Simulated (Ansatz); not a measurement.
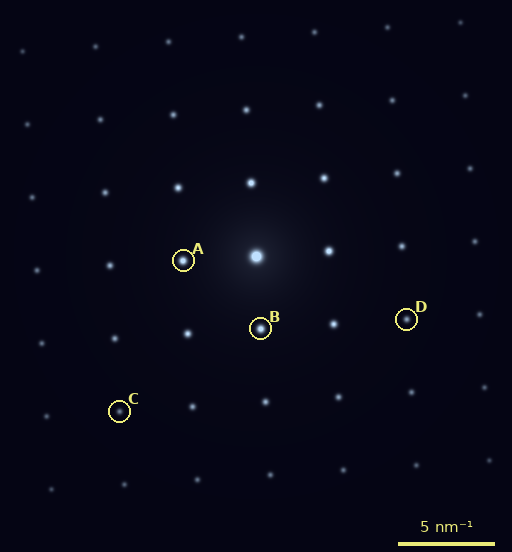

Simulated selected-area electron diffraction pattern (200 kV, kinematic approximation, thin crystal, B = 0.8 Å² for all atoms). The zone axis points towards the electron source and the pattern is seen from the source side.

The sample is Nd, space group Fm-3m (No. 225), a = 5.222 Å. Structure: the input geometry of an electronic-structure calculation (not necessarily at equilibrium); the starting structure was generated, so it need not be a known form of this composition.

```cif
data_structure
_symmetry_space_group_name_H-M 'Fm-3m'
_symmetry_Int_Tables_number 225
_cell_length_a 5.2221
_cell_length_b 5.2221
_cell_length_c 5.2221
_cell_angle_alpha 90.000
_cell_angle_beta 90.000
_cell_angle_gamma 90.000
_cell_volume 142.41
loop_
_atom_site_label
_atom_site_type_symbol
_atom_site_symmetry_multiplicity
_atom_site_Wyckoff_symbol
_atom_site_fract_x
_atom_site_fract_y
_atom_site_fract_z
_atom_site_occupancy
Nd1 Nd 4 a 0.00000 0.00000 0.00000 1
```

Spot A is indexed -2 0 0 and spot B 0 -2 0.

Give hkl for C, D.

Answer. C = 2A + 2B = -4 -4 0 (d = 0.923 Å). D = −2A + B = 4 -2 0 (d = 1.168 Å).

Find the zone axis.

Answer. The cross product of A and B is parallel to [001]; every spot obeys hu + kv + lw = 0.

What are the spacings of A and B and the angle between them?

Answer. d(A) = 2.611 Å, d(B) = 2.611 Å, and the angle is 90.0°.
